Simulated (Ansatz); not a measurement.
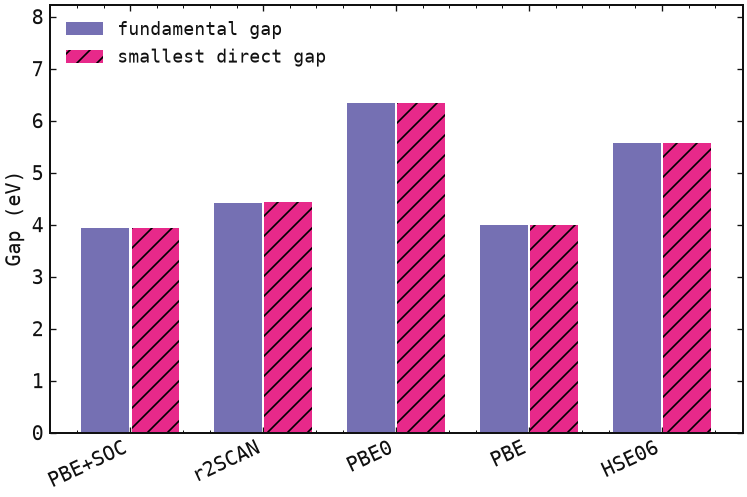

Gaps of HfSiO$_{4}$, space group I-4m2 (No. 119), 6 atoms in the cell, anatase host type, at several levels of theory on one cell (Ansatz, plane waves and PAW; edges over the mesh and the special points).

Q: How does the gap depend on the level, and does its kind change?

A: In rising order: PBE+SOC 3.93 eV, PBE 3.99 eV, r2SCAN 4.42 eV, HSE06 5.56 eV and PBE0 6.33 eV. It is direct at every level.
